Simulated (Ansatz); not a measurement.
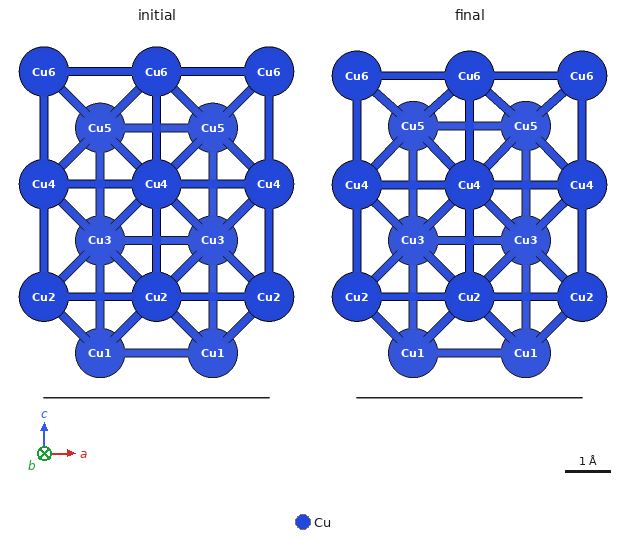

The structure of a slab of composition Cu (cut from the Fm-3m phase) before (left) and after (right) a constrained relaxation, at one scale.

The picture is a ball-and-stick view of the 2 × 1 repeat of the cell, outlined in the plane, without the vacuum, seen along the b axis.

Case: clean slab, lower half held. The slab is the (1 1 0) face of Cu. 3 atoms are held fixed.

These are results of DFT PBEsol, scalar-relativistic, plane waves, PAW in Ansatz, not measurements. Settings: plane-wave cutoff 420 eV; k-point mesh 11 × 8 × 1; occupations gaussian; smearing width 0.1 eV; no spin polarisation; dipole correction; atoms relaxed in a fixed cell; force threshold 0.03 eV/Å; at most 70 steps.

What changed between the two?

Answer. After 2 accepted moves (3 points after the start) the energy has fallen by 31.4 meV per cell of the calculation. The largest force component goes from 0.48 to 0.021 eV/Å. 1 step only repeated the SCF at the same geometry. The atom that moves furthest is Cu6 (0.094 Å along the normal (−c)). The cell stays as it was. Near-neighbour distances that change, for instance: Cu4–Cu6 2.520 → 2.441 Å, Cu5–Cu6 2.520 → 2.455 Å, Cu3–Cu5 2.520 → 2.560 Å, Cu4–Cu5 2.520 → 2.548 Å. The run took 2.3 min on 2 threads of Intel(R) Xeon(R) Processor @ 2.70GHz (shared host), peak memory 0.69 GiB.
